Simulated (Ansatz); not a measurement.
## Ir: a changed input and its effect

System: Ir (Fm-3m, 1 atom in the cell).
Method of run 1: Kohn-Sham DFT of a periodic cell, PBE, Ansatz PAW, no spin polarisation (Ansatz 0.2.0).

The structure derives from an entry of the Crystallography Open Database. Text and figures count atoms from 1; the logs count them from 0 in places.

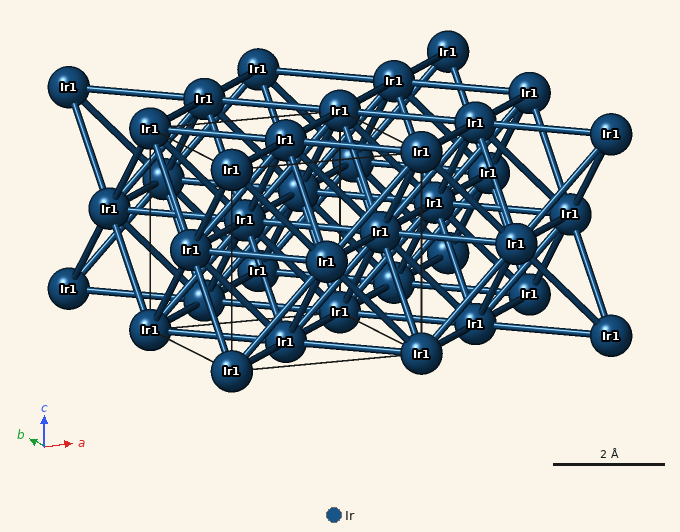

Figure 1. The input geometry (ball-and-stick view of the cell 4 times as large as that of the calculation, set on its symmetry axes, repeated 2 × 2 × 1, seen slightly off an axis; atoms are numbered from 1 in the order of the input). An atom can appear more than once, as a periodic image. Near neighbours in the periodic cell (some may lie outside the picture): Ir has 12 Ir at 2.65 Å.

### Input, run 1
```yaml
crystal:
  lattice:
    - [0.0, 1.8764951499, 1.8764951499]
    - [1.8764951499, 0.0, 1.8764951499]
    - [1.8764951499, 1.8764951499, 0.0]
  atoms:
    - { symbol: Ir, position: [0.0, 0.0, 0.0] }
hamiltonian:
  xc: pbe
  pseudopotentials: { kind: paw }
kpoints:
  mp_grid: { grid: [12, 12, 12] }
scf:
  occupations: { method: fermi_dirac, width: 0.05 }
output:
  forces: true
  stress: true
  eigenvalues: true
```

Launched with:
```bash
ansatz run input.yaml --threads 2 --pin off --max-ram 5632MiB --backend cpu --events-out ev --progress --plain --runs-dir out
```

Hardware: 2 threads of Arm Neoverse V2, 24 GiB of memory available, shared host.

### Output, shortened to warnings, some set-up lines, iterations and results (run 1)
```
Basis set: ecut = 420 eV, 259 PW (Γ), exchange–correlation on 36×36×36 points (8 copies of the dense FFT grid, shifted against one another)
Symmetry: 48 space group operations
k-points: 72 of 1728
Initial density: superposition of atomic densities (neutral atoms: chi_scale 0, normalization atom), corrected by the library's trained network
[...]
SCF iter   1: F=—  HF=-11935.184127 eV  |F-HF|=—  |Δ(HF+E_count)|=         —  Δρ=5.42e-3  dr2=8.22e-4  ethr=1.77e-3  ⟨swp⟩=5.2  Hψ=4802  notcnv=0
SCF iter   2: F=—  HF=-11935.184250 eV  |F-HF|=—  |Δ(HF+E_count)|=   1.23e-4  Δρ=2.67e-3  dr2=1.75e-4  ethr=4.84e-6  ⟨swp⟩=1.9  Hψ=1704  notcnv=0
SCF iter   3: F=—  HF=-11935.184432 eV  |F-HF|=—  |Δ(HF+E_count)|=   1.81e-4  Δρ=5.54e-4  dr2=2.81e-5  ethr=1.03e-6  ⟨swp⟩=2.1  Hψ=1297  notcnv=0
SCF iter   4: F=—  HF=-11935.184425 eV  |F-HF|=—  |Δ(HF+E_count)|=   6.50e-6  Δρ=1.15e-4  dr2=7.66e-7  ethr=1.65e-7  ⟨swp⟩=2.3  Hψ=1305  notcnv=0
SCF iter   5: F=-11935.184425 eV  HF=-11935.184425 eV  |F-HF|=3.56e-9  |Δ(HF+E_count)|=   2.09e-7  Δρ=1.59e-5  dr2=1.64e-8  ethr=4.51e-9  ⟨swp⟩=2.1  Hψ=1258  notcnv=0
SCF iter   6: F=-11935.184425 eV  HF=-11935.184425 eV  |F-HF|=6.09e-10  |Δ(HF+E_count)|=   2.06e-9  Δρ=2.95e-6  dr2=9.56e-10  ethr=9.63e-11  ⟨swp⟩=2.2  Hψ=2952  notcnv=0
SCF 1 converged in 6 iterations: F = -11935.184425 eV  dr2 = 9.56e-10
SCF converged after 6 iterations
Free energy (F): -11935.184425 eV
Harris-Foulkes:  -11935.184425 eV  (|F-HF|=6.09e-10)
Internal energy: -11935.180246 eV  (E = F + TS)
E sigma→0 (E₀):  -11935.182336 eV
Entropy (-TS):   -0.004179 eV (-4.179 meV/atom)
Fermi energy:    28.157673 eV
--- Per-component energies (eV) ---
  E_band       = -49.189027
  E_kinetic    = 626.996290
  E_local      = -985.056231  (includes V_loc(G=0)·N_el)
  E_nonlocal   = 72.869915
  E_hartree    = 385.262127
  E_xc         = -269.511292
  E_vxc        = -302.191041  (∫ρ·V_xc dr)
  E_paw        = -9223.782476  (= ΣΔE_a)
  E_vpaw       = -232.333348  (= ΣTr[D̂ρ^β])
  E_aug_tail   = 0.000063  (compensation charges beyond the density's cutoff)
  E_ewald      = -2541.958643
  E_smearing   = -0.004179  (= −TS)
  E_closure    = 0.000000  (closes the sum)
  Σ components = -11935.184425   (vs F -11935.184425, Δ=0.00e0)
--- Forces (eV/Å), atoms counted from 1 ---
  atom   1  Ir    -0.00000000     0.00000000     0.00000000
  max |Σ_I F_I| component: 5.75e-32 eV/Å
--- Stress (GPa, compression-positive) ---
       40.264065      -0.000000       0.000000
       -0.000000      40.264065      -0.000000
        0.000000       0.000000      40.264065
  P = ⅓ Tr σ = 40.2641 GPa (402.641 kbar)
```

For run 2 the input was changed thus:
```diff
-  pseudopotentials: { kind: paw }
+  pseudopotentials: { kind: nc, accuracy: stringent }
```

How does run 2 compare with run 1?

The total energies belong to different models, so their difference says nothing on which is more stable or more accurate. The pressure goes from 40.26 to 39.38 GPa. The number of SCF iterations is the same. The plane waves at Γ go from 259 to 869.

### Output, shortened to warnings, some set-up lines, iterations and results (run 2)
```
Warning: The stringent table, which hamiltonian.pseudopotentials names, holds the potential of the library's standard table for Ir (one content_sha256, or a second file that the publisher made of the same generator input, which states another). The run takes no other species from the library, so that hamiltonian.pseudopotentials.accuracy: standard would change no potential of it. The deck needs …
Basis set: ecut = 925.187132 eV, 869 PW (Γ), exchange–correlation on 54×54×54 points (8 copies of the dense FFT grid, shifted against one another)
Symmetry: 48 space group operations
k-points: 72 of 1728
Initial density: superposition of atomic densities (chi_scale 0.1, normalization cell)
[...]
SCF iter   1: F=—  HF=-3133.594652 eV  |F-HF|=—  |Δ(HF+E_count)|=         —  Δρ=5.04e-2  dr2=2.17e-1  ethr=3.10e-3  ⟨swp⟩=6.0  Hψ=5757  notcnv=0
SCF iter   2: F=—  HF=-3133.530498 eV  |F-HF|=—  |Δ(HF+E_count)|=   6.42e-2  Δρ=1.79e-2  dr2=8.01e-3  ethr=1.27e-3  ⟨swp⟩=2.9  Hψ=2273  notcnv=0  defer=5
SCF iter   3: F=—  HF=-3133.531271 eV  |F-HF|=—  |Δ(HF+E_count)|=   7.73e-4  Δρ=7.76e-3  dr2=1.60e-3  ethr=4.71e-5  ⟨swp⟩=1.8  Hψ=1031  notcnv=0  defer=5
SCF iter   4: F=—  HF=-3133.531630 eV  |F-HF|=—  |Δ(HF+E_count)|=   3.59e-4  Δρ=4.38e-4  dr2=9.14e-6  ethr=9.40e-6  ⟨swp⟩=1.1  Hψ=991  notcnv=0  defer=5
SCF iter   5: F=—  HF=-3133.531625 eV  |F-HF|=—  |Δ(HF+E_count)|=   4.21e-6  Δρ=8.36e-5  dr2=1.66e-7  ethr=5.37e-8  ⟨swp⟩=2.0  Hψ=1545  notcnv=0  defer=5
SCF iter   6: F=-3133.531625 eV  HF=-3133.531625 eV  |F-HF|=3.57e-9  |Δ(HF+E_count)|=   9.31e-9  Δρ=1.01e-5  dr2=5.90e-9  ethr=5.88e-10  ⟨swp⟩=6.7  Hψ=4711  notcnv=0
SCF 1 converged in 6 iterations: F = -3133.531625 eV  dr2 = 5.90e-9
SCF converged after 6 iterations
Free energy (F): -3133.531625 eV
Harris-Foulkes:  -3133.531625 eV  (|F-HF|=3.57e-9)
Internal energy: -3133.527426 eV  (E = F + TS)
E sigma→0 (E₀):  -3133.529526 eV
Entropy (-TS):   -0.004200 eV (-4.200 meV/atom)
Fermi energy:    28.244888 eV
--- Per-component energies (eV) ---
  E_band       = -48.314807
  E_kinetic    = 878.644925
  E_local      = -1407.845752  (includes V_loc(G=0)·N_el)
  E_nonlocal   = 161.068559
  E_hartree    = 373.119926
  E_xc         = -596.556441
  E_vxc        = -426.419772  (∫ρ·V_xc dr)
  E_ewald      = -2541.958643
  E_smearing   = -0.004200  (= −TS)
  E_closure    = 0.000000  (closes the sum)
  Σ components = -3133.531625   (vs F -3133.531625, Δ=0.00e0)
--- Forces (eV/Å), atoms counted from 1 ---
  atom   1  Ir     0.00000000     0.00000000     0.00000000
  max |Σ_I F_I| component: 2.63e-31 eV/Å
--- Stress (GPa, compression-positive) ---
       39.375986       0.000000       0.000000
        0.000000      39.375986      -0.000000
        0.000000      -0.000000      39.375986
  P = ⅓ Tr σ = 39.3760 GPa (393.760 kbar)
```

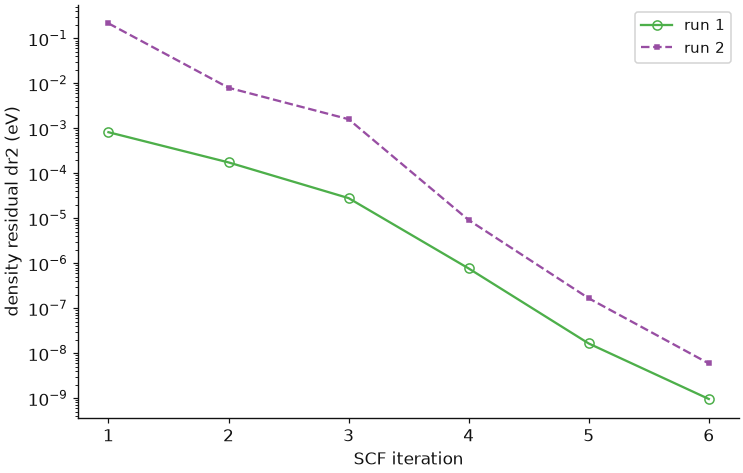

Figure 2. Convergence of the two runs: density residual dr2 against the SCF iteration. Run 1 takes 6 iterations in all, and run 2 takes 6.

### The two runs side by side

| quantity | run 1 | run 2 |
| --- | --- | --- |
| outcome | converged | converged |
| free energy per atom (eV) | −11935.1844 | −3133.5316 |
| energy per atom, smearing taken to zero (eV) | −11935.1823 | −3133.5295 |
| gap on the mesh (eV) | 0.00 | 0.00 |
| pressure (GPa) | 40.26 | 39.38 |
| largest force (eV/Å) | 0.000 | 0.000 |
| SCF iterations | 6 | 6 |
| irreducible k-points | 72 | 72 |
| plane waves at Γ | 259 | 869 |

For both runs: Spin–orbit coupling is left out, which matters for Ir. For run 1: The cell is under a pressure of 40 GPa at this level, so it is not at its equilibrium volume. For run 2: The cell is under a pressure of 39 GPa at this level, so it is not at its equilibrium volume.
